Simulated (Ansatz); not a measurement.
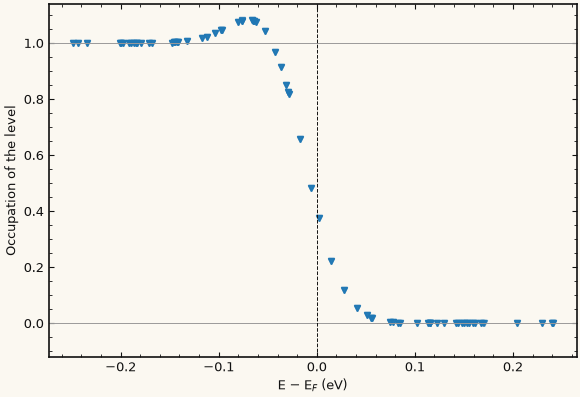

Occupations of the one-electron levels of the k mesh against their energy, from a run on MnAs, space group P6_3/mmc (No. 194), 4 atoms in the cell, with Ansatz.

> Which smearing scheme was used (Fermi-Dirac, Gaussian, Methfessel-Paxton or cold), and about what width?

cold (Marzari-Vanderbilt) smearing with a width of 0.05 eV. The occupations overshoot 1 below the Fermi level (up to 1.08) but never turn negative, and they are not symmetric about it.
